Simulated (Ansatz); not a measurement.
Start from this file.

```
Ti Al
1.0
     2.86726    0.00000    0.00000
    -1.43363    2.48312    0.00000
     0.00000    0.00000    4.67808
Ti Al
1 1
Direct
  0.00000 0.00000 0.00000
  0.33333 0.66667 0.50000
```

Describe what this structure looks like.

Answer. The compound is TiAl. It is primitive hexagonal, space group P-6m2 (No. 187). Atoms per cell: 2 (1 Ti, 1 Al). About every Ti there are six Ti and six Al in an anticuboctahedral arrangement (2.87 Å to Ti, 2.87 Å to Al). Each Al atom is coordinated by six Ti and six Al in an anticuboctahedral arrangement (2.87 Å to Ti, 2.87 Å to Al). The bonds build a three-dimensional framework.

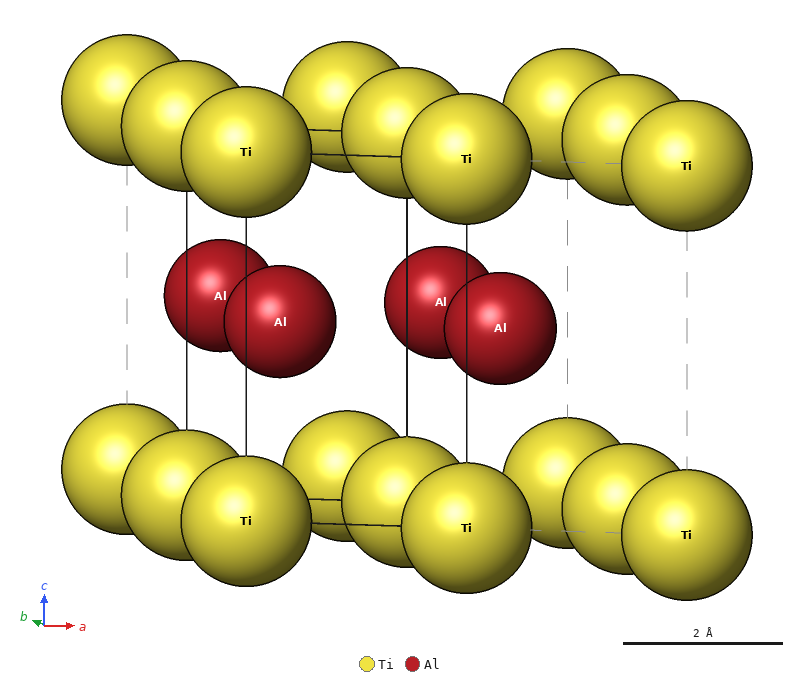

We look at a spheres-only model of the crystal slightly off an axis. 2×2×1 cells are drawn; the solid outline is the conventional unit cell.

Origin of the cell: a structure listed in the Materials Project. Earlier steps of the study, as a rule a relaxation of our own, may have changed the cell and positions, so they can lie some per cent off the listed ones. It was run through Ansatz as a DFT input.
